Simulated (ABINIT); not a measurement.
Geometry relaxation of WC (part 3 of 3)

WC (P-6m2, 2 atoms in the cell); Kohn-Sham DFT of a periodic cell, LDA, PseudoDojo NC SR LDA v0.4.1 standard, no spin polarisation (ABINIT 10.8.3); cutoff 1115.67 eV, 8×8×7 k-mesh, fermi-dirac of 0.05 eV. The structure derives from an entry of the Crystallography Open Database.

Geometry of the input (Å; fractional positions):
```
2.9065  0.0000  0.0000
-1.4532  2.5171  0.0000
0.0000  0.0000  2.8366
W  0.0000  0.0000  0.0000
C  0.6667  0.3333  0.5000
```

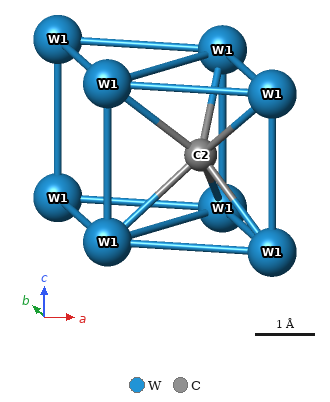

**Figure 1.** The geometry at step 4 of the log (ball-and-stick view of the cell of the calculation, seen slightly off an axis; atoms are numbered from 1 in the order of the input).

## Trajectory as extended XYZ, continued
```
2
Lattice="2.8832 0.0000 0.0000 -1.4416 2.4969 0.0000 0.0000 0.0000 2.8091" Properties=species:S:1:pos:R:3:forces:R:3 step=4 energy=-2230.70646
W     0.0000    0.0000    0.0000    0.0000   0.0000   0.0000
C     1.4416    0.8323    1.4046    0.0000   0.0000   0.0000
```

## Summary

```csv
quantity,value
outcome,converged
space group (tolerance 0.01 Å),P-6m2 (187)
electrons treated,18
free energy,−2230.7065 eV
Fermi energy,17.860 eV
gap on the k-point mesh,none (metallic)
pressure,0.00 GPa
final volume,20.22 Å³
largest force (length of the vector) at the end,under 0.001 eV/Å
final cell,"a = 2.883 Å, b = 2.883 Å, c = 2.809 Å, α = 90.00°, β = 90.00°, γ = 120.00°"
hardware,"4 threads of Arm Neoverse V2, 24 GiB of memory available, shared host"
wall time,36 s (CPU time 2.4 min)
peak memory,0.28 GiB
```

## Notes

Spin–orbit coupling is left out, which matters for W.
